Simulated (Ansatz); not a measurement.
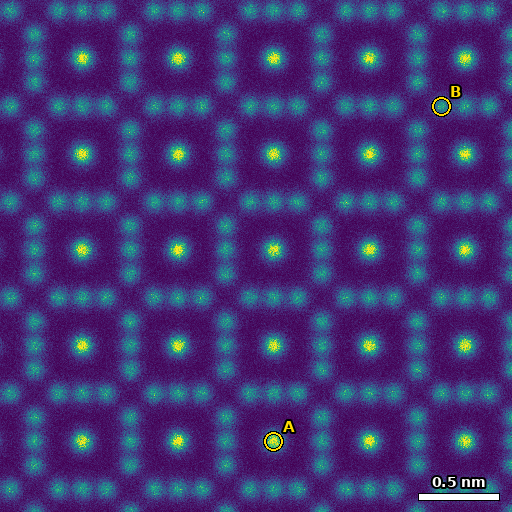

iDPC-like image of Hg (Pm-3n, No. 223) along [001]. Simulated as the projected potential of neutral atoms (B = 0.8 Å²) blurred by a 0.73 Å probe, the thin-sample limit of integrated differential phase contrast. Shot noise was added. Structure used: coordinates from a relaxation with Ansatz 0.2.0, DFT r2SCAN, scalar-relativistic, plane waves, PAW; the starting structure was generated, so it need not be a known form of this composition.

Space group Pm-3n (No. 223). a = 6.098 Å, b = 6.098 Å, c = 6.098 Å, α = 90.00°, β = 90.00°, γ = 90.00°
```json
{"atom": "Hg", "site": "2a", "symmetry": "m-3.", "x": "0.5000", "y": "0.5000", "z": "0.5000"}
{"atom": "Hg", "site": "6c", "symmetry": "-4m.2", "x": "0.2500", "y": "0.0000", "z": "0.5000"}
```

Q: What lies under each ring?

A: Hg (2 Hg per 6.10 Å along the beam; the brightest kind). B: Hg (1 Hg per 6.10 Å along the beam; about 50 % of the brightest peak). Brightness is counted from the darkest point of the image.
